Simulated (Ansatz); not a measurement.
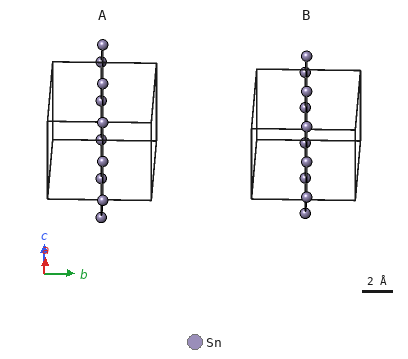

Two geometries of a wire of composition Sn, drawn at one scale. One is the start of a relaxation, the other its converged end. A ball-and-stick model of the cell of the calculation, with the vacuum cut short, seen from a free direction.

The calculation used Ansatz, DFT PBE, scalar-relativistic, plane waves, PAW. Settings: plane-wave cutoff 420 eV; k-point mesh 1 × 1 × 13; occupations gaussian; smearing width 0.05 eV; collinear spin; cell relaxed at fixed a, b, alpha, beta, gamma; force threshold 0.01 eV/Å; at most 45 steps.

Which of the two is the end point?

Structure A is the relaxed one. Case: ladder chain of atoms. The energy falls by 1.140 eV per cell of the calculation in 4 accepted moves (5 points after the start). The largest force component goes from 1 to 0.00038 eV/Å. At 1 point the geometry stayed and the basis and grid were re-selected for the new cell (energy shift of 2.3 meV per cell of the calculation at most each time). The largest moves relative to the layer's centre, 0.081 Å, are those of Sn atoms. Along the periodic axis the drawn cell goes c 5.187 → 5.723 Å (+10.3 %). Near-neighbour distances that change, for instance: Sn–Sn 2.593 → 2.861 Å, Sn–Sn 2.723 → 2.885 Å. The program noted that the starting moments weren't kept. The run took 4.6 min on 2 threads of Intel(R) Xeon(R) Processor @ 2.50GHz (Skylake/Cascade Lake), with other jobs on the host, peak memory 0.95 GiB.

Limits of the set-up: the k-point mesh is coarse for a cell with partly filled bands.
